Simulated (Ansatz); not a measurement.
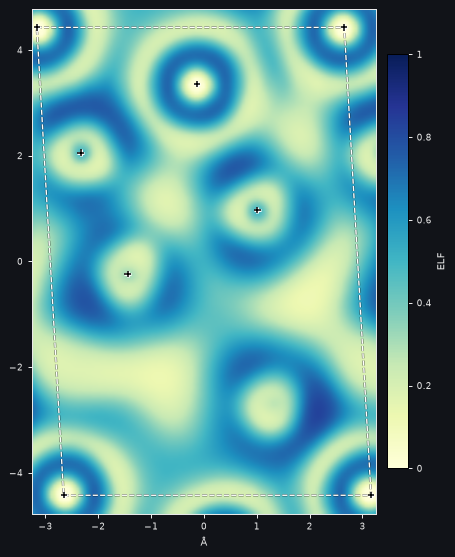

The ELF on a plane through atoms (crosses mark nuclei in the plane).

All numbers below come from DFT PBEsol, scalar-relativistic, plane waves, PAW in Ansatz.

Candidates:
A. Si11W8, a = 5.82 Å, b = 5.85 Å, c = 8.74 Å, α = 71.76°, β = 80.94°, γ = 81.46°. Space group P1; a generated structure, not necessarily the stable one.
B. Ge, a = 9.85 Å, b = 9.85 Å, c = 5.86 Å, α = 90.00°, β = 90.00°, γ = 120.00°. Space group R-3; a structure from a database of computed crystals, not necessarily the ambient phase.

Q: Which candidate gave the map?

A: Candidate A: Si11W8 on the (011) plane of the conventional cell, which holds Si and W.
